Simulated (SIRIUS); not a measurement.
# Energy of Mn3Si along an even scaling of the cell

System: Mn3Si (Fm-3m, 4 atoms in the cell).
Method: Kohn-Sham DFT of a periodic cell, PBEsol, dojo-sr-pbesol-0.4.1-standard, spin-polarised (SIRIUS 7.12.0).

The 7 runs differ only in the geometry, by an even scaling of the cell at fixed fractional positions. The structure derives from an entry of the Crystallography Open Database.

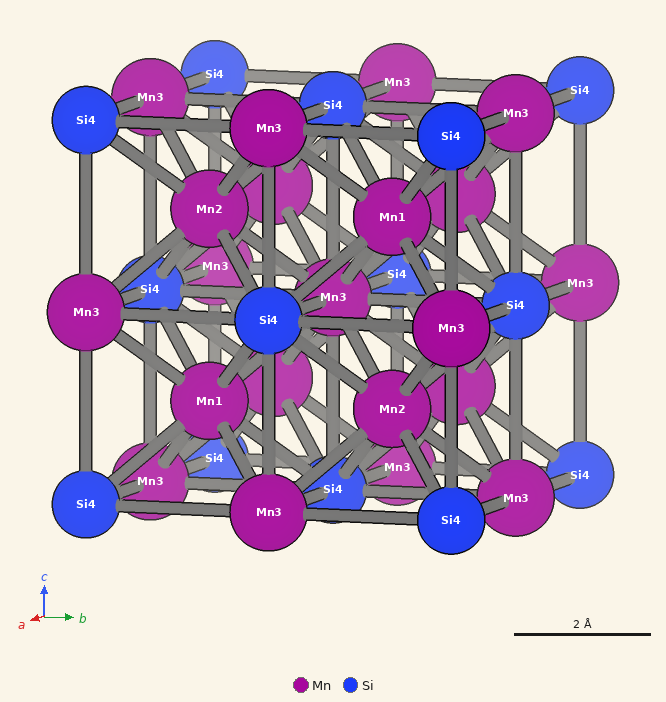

Figure 1. The structure of run 4 (ball-and-stick view of the cell 4 times as large as that of the calculation, set on its symmetry axes, seen slightly off an axis; atoms are numbered from 1 in the order of the input). An atom can appear more than once, as a periodic image.

### Input of run 4
```
{
  "control": {
    "processing_unit": "cpu",
    "verbosity": 2,
    "num_bands_to_print": 35,
    "print_forces": true,
    "print_stress": true
  },
  "parameters": {
    "electronic_structure_method": "pseudopotential",
    "xc_functionals": ["XC_GGA_X_PBE_SOL", "XC_GGA_C_PBE_SOL"],
    "gk_cutoff": 9.8,
    "pw_cutoff": 19.6,
    "ngridk": [8, 8, 8],
    "shiftk": [0, 0, 0],
    "smearing": "fermi_dirac",
    "smearing_width": 0.0018374661,
    "num_bands": 35,
    "num_mag_dims": 1,
    "num_dft_iter": 100,
    "energy_tol": 1e-08,
    "density_tol": 1e-06
  },
  "iterative_solver": {
    "type": "davidson",
    "min_tolerance": 1e-10
  },
  "mixer": {
    "type": "anderson",
    "beta": 0.5,
    "max_history": 8
  },
  "settings": {
    "tol_ne": 1e-10,
    "pseudo_grid_cutoff": 6.5,
    "smooth_initial_mag": true
  },
  "unit_cell": {
    "lattice_vectors": [
      [0.0, 5.406506442554, 5.406506442554],
      [5.406506442554, 0.0, 5.406506442554],
      [5.406506442554, 5.406506442554, 0.0]
    ],
    "atom_coordinate_units": "lattice",
    "atom_types": ["Mn", "Si"],
    "atom_files": {
      "Mn": "Mn.json",
      "Si": "Si.json"
    },
    "atoms": {
      "Mn": [
        [0.75, 0.75, 0.75, 0.0, 0.0, 4.0],
        [0.25, 0.25, 0.25, 0.0, 0.0, 4.0],
        [0.5, 0.5, 0.5, 0.0, 0.0, 4.0]
      ],
      "Si": [
        [0.0, 0.0, 0.0, 0.0, 0.0, 0.0]
      ]
    }
  }
}
```

Command:
```bash
upf_to_json Mn.upf
upf_to_json Si.upf
OMP_NUM_THREADS=4 sirius.scf --input=sirius.json --output=out.json --task=0
```

Lattice vectors (Å) and fractional positions of run 4:
```
   0.000000    2.861000    2.861000
   2.861000    0.000000    2.861000
   2.861000    2.861000    0.000000
Mn  0.750000  0.750000  0.750000
Mn  0.250000  0.250000  0.250000
Mn  0.500000  0.500000  0.500000
Si  0.000000  0.000000  0.000000
```

Run 5 differs from it as follows:
```diff
-      [0.0, 5.406506442554, 5.406506442554],
-      [5.406506442554, 0.0, 5.406506442554],
-      [5.406506442554, 5.406506442554, 0.0]
+      [0.0, 5.44231216455, 5.44231216455],
+      [5.44231216455, 0.0, 5.44231216455],
+      [5.44231216455, 5.44231216455, 0.0]
```

### Results, with one run withheld

| run | volume per atom (Å³) | free energy per atom, from the lowest run given (meV) | pressure (GPa) |
| --- | --- | --- | --- |
| 1 | 11.007 | 0.00 | −12.99 |
| 2 | 11.241 | 22.32 | −17.54 |
| 3 | 11.475 | 50.90 | −21.57 |
| 4 | 11.709 | 85.02 | −25.13 |
| 5 | 11.943 | ? | ? |
| 6 | 12.177 | 167.23 | −30.90 |
| 7 | 12.412 | 214.11 | −33.26 |

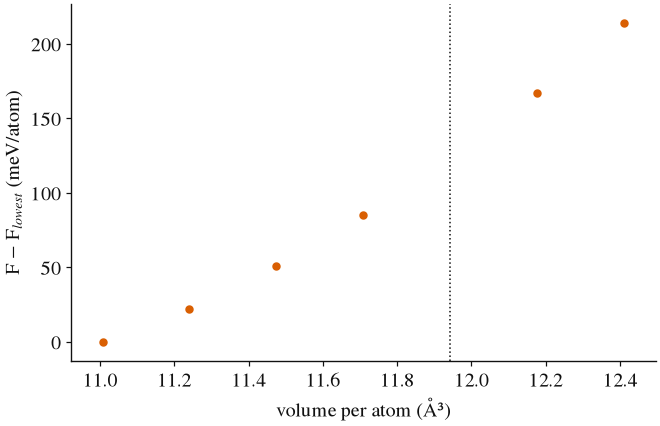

Figure 2. Free energy per atom of the runs given; the dotted line marks run 5.

Fit the runs given and predict run 5.

A cubic polynomial in V^(−2/3) (the Birch–Murnaghan form), fitted to the 6 runs given, misses them by at most 0.05 meV per atom. With x = V^(−2/3) − 0.19456 Å⁻², it reads F = 76.354 − 13630 x + 4.5378e+05 x² + 1.3999e+06 x³ (meV per atom). At run 5 it gives 124.04 meV per atom, and the run itself gives 124.03. The slope of the fit gives a pressure −dF/dV of −28.18 GPa there, and the run prints −28.23 GPa. The two needn't agree exactly: the fit is approximate, and the printed stress is taken on a finite basis. The fit has no minimum inside this range.

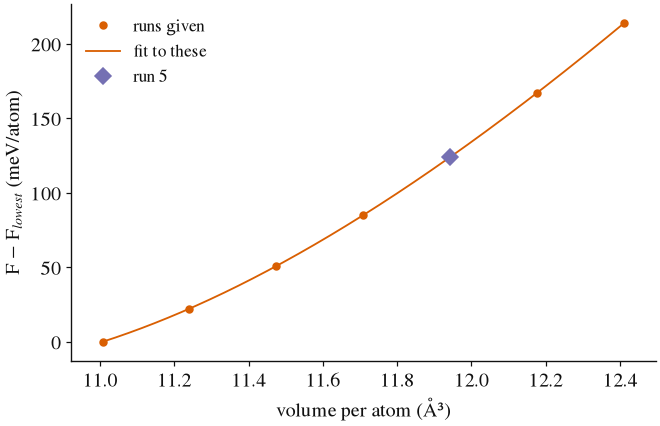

Figure 3. The fit and the withheld run.

### Some lines of the output (run 5)
```
[...]
[find] Efermi                         :       0.61602129
[find] Total energy                   :    -330.60792677 (Ha),    -661.21585355 (Ry)
[find] Efermi                         :       0.61602116
[find] Total energy                   :    -330.60792678 (Ha),    -661.21585355 (Ry)
[find] Efermi                         :       0.61602117
[find] Total energy                   :    -330.60792676 (Ha),    -661.21585351 (Ry)
[find] Efermi                         :       0.61602112
[find] Total energy                   :    -330.60792672 (Ha),    -661.21585344 (Ry)
[find] Efermi                         :       0.61602093
[find] Total energy                   :    -330.60792671 (Ha),    -661.21585341 (Ry)
[find] Efermi                         :       0.61602085
[find] Total energy                   :    -330.60792667 (Ha),    -661.21585335 (Ry)
[find] Efermi                         :       0.61602069
[find] Total energy                   :    -330.60792668 (Ha),    -661.21585335 (Ry)
```

Notes: Points of doubt noted for this run: start moment lost.
